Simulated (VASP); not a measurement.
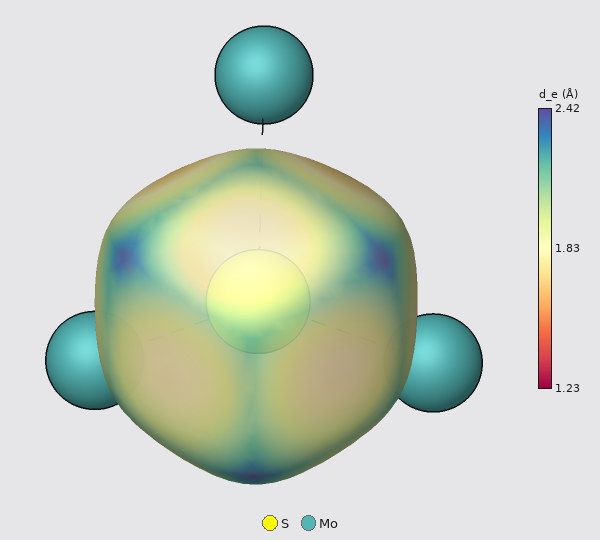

Hirshfeld surface computed for one S atom in MoS$_{2}$ (P6_3/mmc), coloured by d_e. Dashed lines lead to the closest neighbours outside.

The surface is where the fragment's share of the procrystal density (the sum of the densities of spherically averaged neutral Hartree-Fock atoms) equals one half. d_i and d_e are the distances from the surface to the nearest nucleus inside and outside. From Rb on the atoms have core potentials, so only their outer electrons count.

Origin of the cell: an entry of the Crystallography Open Database, as set up for an electronic-structure calculation.

Space group P6_3/mmc (No. 194). a = 3.169 Å, b = 3.169 Å, c = 12.324 Å, α = 90.00°, β = 90.00°, γ = 120.00°
| atom | site | symmetry | x | y | z |
| --- | --- | --- | --- | --- | --- |
| Mo | 2c | -6m2 | 0.6667 | 0.3333 | 0.7500 |
| S | 4f | 3m. | 0.6667 | 0.3333 | 0.3770 |

Question: What is the shortest distance from the fragment to an atom outside it?

Answer: S–Mo, 2.41 Å.

Question: How is the surface shared among contacts (nearest atom inside ··· nearest atom outside)?

Answer: S···S 63 %, S···Mo 37 %. The surface faces 12 neighbours with more than 2 % of its area each: 9 S + 3 Mo.

Question: Give the size and shape of the surface.

Answer: It encloses about 15.4 Å³, has an area of about 30 Å² and a globularity of 0.99 (1 for a sphere).
